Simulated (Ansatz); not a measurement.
ZnS

Input file:

```
crystal:
  lattice:
    - [-3.8087369231, 0.0, 0.0]
    - [-1.9043684615, -3.2984629317, 0.0]
    - [-1.9043684615, 0.0, 12.4664651483]
  atoms:
    - { symbol: Zn, position: [0.6718678037, 1.0, 0.6562643926] }
    - { symbol: Zn, position: [-0.0781321963, 0.0, 0.1562643926] }
    - { symbol: Zn, position: [-0.1197769752, 0.3333333333, 0.9062206171] }
    - { symbol: Zn, position: [0.4635563581, 0.6666666667, 0.4062206171] }
    - { symbol: S, position: [-0.4216930719, 1.0, 0.8433861439] }
    - { symbol: S, position: [-0.1716930719, 0.0, 0.3433861439] }
    - { symbol: S, position: [0.2864689101, 0.3333333333, 0.0937288464] }
    - { symbol: S, position: [0.3698022435, 0.6666666667, 0.5937288464] }
basis:
  ecutwfc: 500
kpoints:
  mp_grid: { grid: [7, 7, 2] }
hamiltonian:
  xc: r2scan
scf:
  occupations: { method: gaussian, width: 0.05 }
output:
  forces: true
  stress: true
  eigenvalues: true
  write_density: true
  write_potential: true
  elf: true
  volumetric_format: npy
```

Command:

```sh
ansatz run input.yaml --threads 2 --pin off --max-ram 5120MiB --backend cpu --events-out ev --progress --plain --runs-dir out
```

Below, planes, directions and counts refer to the conventional cell (a = 6.60 Å, b = 3.81 Å, c = 12.90 Å, α = 90.00°, β = 104.82°, γ = 90.00°).

Space group Cm; not relaxed (largest force 0.5 eV/Å).

These are results of DFT r2SCAN, scalar-relativistic, plane waves, PAW in Ansatz 0.2.0, not measurements.

Core electrons are frozen (PAW), and the valence fields are smoothed inside the atomic spheres.

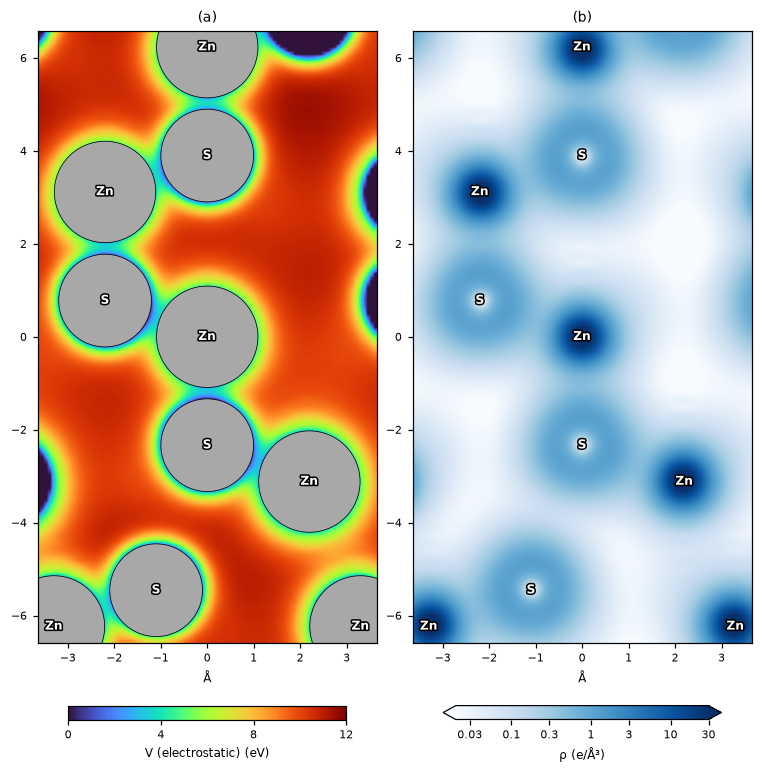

Figure 1. (a) electrostatic potential (local pseudopotential plus Hartree) felt by an electron; (b) valence pseudo-density on the (010) plane of the conventional cell. Grey discs cover the atomic cores in the potential map.

Question: Interpret the plot.

Answer: The section cuts through Zn and S sites. Zn–S (2.33 Å): ρ is about 0.5 e/Å³ halfway. Between the atoms the lowest density in this plane is 0.01 e/Å³. Outside the cores the potential energy rises away from the atoms and is highest about 2.1 Å from the nearest atoms; its zero is arbitrary.

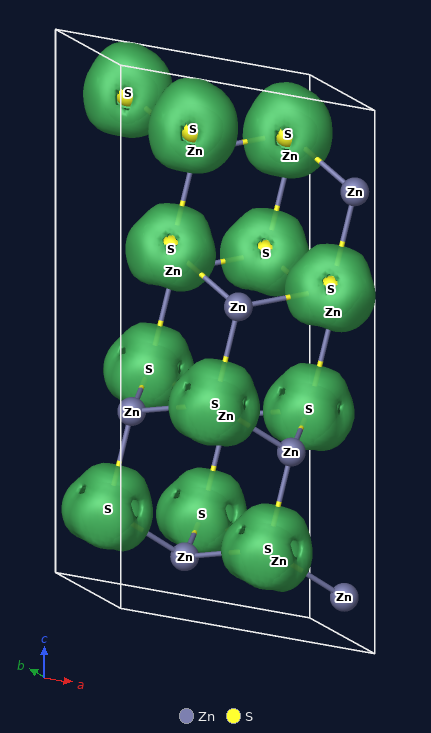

Figure 2. Isosurface of the electron localisation function at 0.8 (green), seen slightly off an axis. Only the valence region is drawn (cores and ρ < 0.01 e/Å³ removed). Sticks mark near contacts.

Question: Where are the electrons localised?

Answer: The ELF exceeds this value in eight regions wrapped around S (the valence shell of each), counted in one cell of 16 atoms. Any copies at cell faces, edges or corners count once. Along the contacts the grid gives the following. Zn–S (2.33 Å): the ELF peaks at about 0.90 in the valence shell of S, 0.9 Å from its nucleus, and is about 0.55 at the midpoint.

Question: Does the calculation make it a metal, or give it a gap?

Answer: It is gapped, with a Kohn–Sham gap of 2.0 eV on the k-point mesh, an upper bound to the gap of this method.
